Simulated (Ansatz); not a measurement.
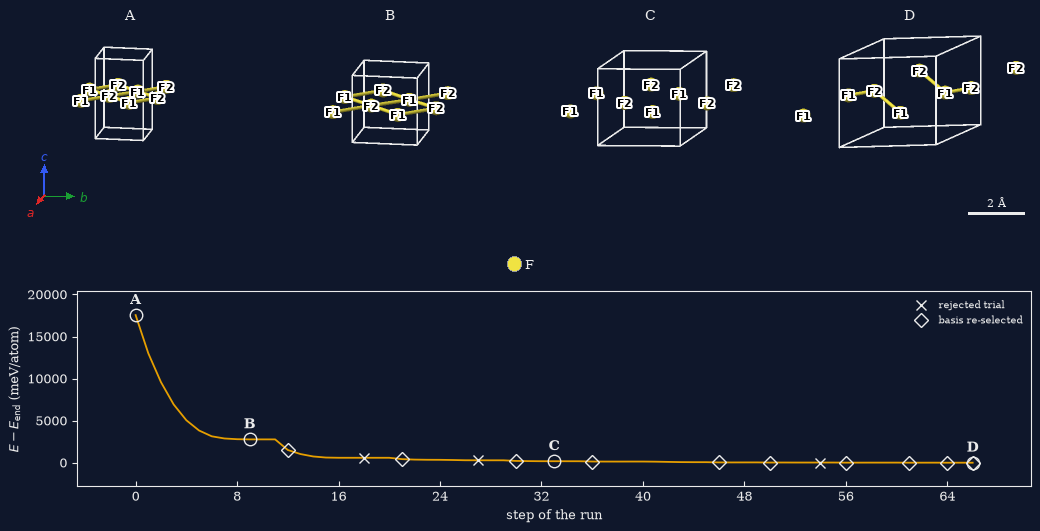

Frames of a relaxation of solid F (a generated structure, set up in Cmme) (coarse preliminary run), marked on the history of the run. Style: ball-and-stick. Shown: the cell of the calculation, slightly off an axis.

Method: DFT PBE+D3(BJ), scalar-relativistic, plane waves, PAW in Ansatz.

Input file:
```yaml
crystal:
  lattice:
    - [1.23441878, -1.24062551, 0.0]
    - [1.23441878, 1.24062551, 0.0]
    - [0.0, 0.0, 2.94687583]
  atoms:
    - { symbol: F, position: [0.25, 0.75, 0.49883337] }
    - { symbol: F, position: [0.75, 0.25, 0.50116663] }
basis:
  ecutwfc: 420
kpoints:
  mp_grid: { grid: [10, 10, 6] }
hamiltonian:
  xc: pbe
  dispersion: d3bj
scf:
  occupations: { method: gaussian, width: 0.1 }
  lower_state_search: "off"
output:
  forces: true
  stress: true
  eigenvalues: true
relax:
  adjacent_minimum: "off"
  f_tol: 0.04
  max_steps: 70
  cell: { stress_tol: 0.4 }
```

Command:
```bash
ansatz run input.yaml --threads 1 --pin off --max-ram 2560MiB --backend cpu --events-out ev --progress --plain --runs-dir out
```

What happens along the run?

Answer. Over 53 accepted moves (66 points after the start) the energy falls by 17548 meV per atom. The largest force component goes from 0.38 to 0.013 eV/Å. Pressure: 1265.31 GPa at the start and 0.19 GPa at the end. The line search rejected the trial steps at points 18, 27, 54 of the run. At 10 points the geometry stayed and the basis and grid were re-selected for the new cell (energy shift of 1262 meV per atom at most each time). The largest moves relative to the cell, 0.24 Å, are those of F1 and F2. F1 goes along −c. Cell: a = b 1.750 → 3.491 Å (+99.5 %), c 2.947 → 3.255 Å (+10.5 %), γ 90.3° → 124.4°. Volume +262.5 %. Near-neighbour distances that change, for instance: F1–F2 1.241 → 3.127 Å, F1–F2 (another image) 1.234 → 1.699 Å. Bonds break: F1–F2 (1.24 → 3.13 Å). The space group stays Cmme (No. 67). Cost: 2 min on 1 thread of Arm Neoverse V1 (shared host), peak memory 0.35 GiB. From step 0 to 9: volume +51.6 %, energy −14774 meV per atom. From step 9 to 33: volume +71.6 %, energy −2598 meV per atom. From step 33 to 66: F atoms move most (0.25 Å), volume +39.4 %, energy −176 meV per atom.

```tsv
step	E − E(0), meV/atom	largest force component, eV/Å	pressure, GPa	volume, Å³/atom	note
0	0.00	0.3769	1265.31	4.513	
1	-4542.14	0.3462	938.79	4.970	
2	-7976.78	0.3355	682.03	5.432	
3	-10623.71	0.3268	475.35	5.916	
4	-12501.81	0.2599	304.88	6.409	
5	-13717.97	0.1898	172.36	6.894	
6	-14408.60	0.1106	69.97	7.266	
7	-14666.27	0.0426	22.49	7.242	
8	-14753.60	0.0036	4.71	7.029	
9	-14773.70	0.0150	-0.64	6.842	
10	-14774.73	0.0008	1.10	6.783	
13	-16518.55	0.0086	83.84	7.443	
16	-16959.74	0.0104	1.71	9.099	
19	-16960.84	0.0000	-0.13	9.123	
22	-17177.45	0.0105	12.47	9.805	
25	-17225.23	0.0012	-1.88	10.708	
28	-17261.48	0.0012	0.20	10.447	
31	-17357.24	0.0024	5.68	10.869	
34	-17372.71	0.0004	-0.18	11.757	
37	-17412.22	0.0010	1.65	12.073	
39	-17409.76	0.0804	-0.60	12.857	
42	-17450.95	0.0664	-5.22	13.476	
45	-17484.61	0.0068	-0.07	12.643	
48	-17512.33	0.0167	0.38	13.678	
51	-17523.44	0.0231	-0.06	14.702	
54	-17524.95	0.0893	0.27	14.634	rejected
57	-17538.61	0.0168	0.07	14.924	
60	-17535.15	0.0323	-0.22	15.447	
63	-17541.44	0.0035	0.01	16.020	
66	-17547.71	0.0130	0.19	16.361	same geometry, new basis
```
